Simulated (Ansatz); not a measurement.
## MoSe2: single-point calculation

System: MoSe2 (P6₃/mmc, 6 atoms in the cell).
Method: DFT, PBE, plane waves, PAW (Ansatz 0.2.0).

The structure derives from a Materials Project entry.

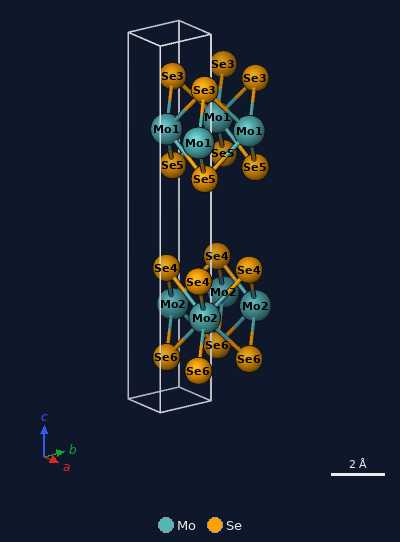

Figure 1. The structure (ball-and-stick view of the cell of the calculation, repeated 2 × 2 × 1, seen slightly off an axis; atoms are numbered from 1 in the order of the input). Near neighbours in the crystal (not all of them lie inside the picture): Mo has 6 Se at 2.51 Å; Se has 3 Mo at 2.51 Å.

### Input
```yaml
crystal:
  lattice:
    - [3.1714734718, 0.0, 0.0]
    - [-1.5857367359, 2.746576594, 0.0]
    - [0.0, 0.0, 14.1620694348]
  atoms:
    - { symbol: mo, position: [0.6666666667, 0.3333333333, 0.75] }
    - { symbol: Mo, position: [0.3333333333, 0.6666666667, 0.25] }
    - { symbol: Se, position: [0.3333333333, 0.6666666667, 0.8716704839] }
    - { symbol: Se, position: [0.6666666667, 0.3333333333, 0.3716704839] }
    - { symbol: Se, position: [0.3333333333, 0.6666666667, 0.6283295161] }
    - { symbol: Se, position: [0.6666666667, 0.3333333333, 0.1283295161] }
basis:
  ecutwfc: 420
kpoints:
  mp_grid: { grid: [9, 9, 2] }
hamiltonian:
  xc: pbe
scf:
  occupations: { method: gaussian, width: 0.02 }
  max_iter: 100
output:
  forces: true
  eigenvalues: true
  stress: true
```

Machine: 1 thread of AMD EPYC (Zen 3), 128 GiB of memory available, shared host.

Command:
```bash
ansatz run input.yaml --threads 1 --pin off --max-ram 2560MiB --backend cpu --events-out ev --progress --plain --runs-dir out
```

### The program's output
```
Error: YAML parse error: error: line 7 column 17: `mo` is not an element symbol (H … Og, case-exact)
 --> <input>:7:17
  |
5 |     - [0.0, 0.0, 14.1620694348]
6 |   atoms:
7 |     - { symbol: mo, position: [0.6666666667, 0.3333333333, 0.75] }
  |                 ^ `mo` is not an element symbol (H … Og, case-exact)
8 |     - { symbol: Mo, position: [0.3333333333, 0.6666666667, 0.25] }
9 |     - { symbol: Se, position: [0.3333333333, 0.6666666667, 0.8716704839] }
  |
```

### Outcome

| quantity | value |
| --- | --- |
| outcome | refused by the program |
| space group (tolerance 0.01 Å) | P6₃/mmc (194) |

### What went wrong

The input was spoiled on purpose: an unknown element (`crystal.atoms[0].symbol`). The program refused the input: “YAML parse error: error: line 7 column 17: `mo` is not an element symbol (H … Og, case-exact) --> <input>:7:17 | 5 | - [0.0, 0.0, 14.1620694348] 6 | atoms: 7 | - { symbol: mo, position: [0.6666666667, 0.3333333333, 0.75] } | ^ `mo` is not an element symbol (H … Og, case-exact) 8 | - { symbol: Mo, position: …”
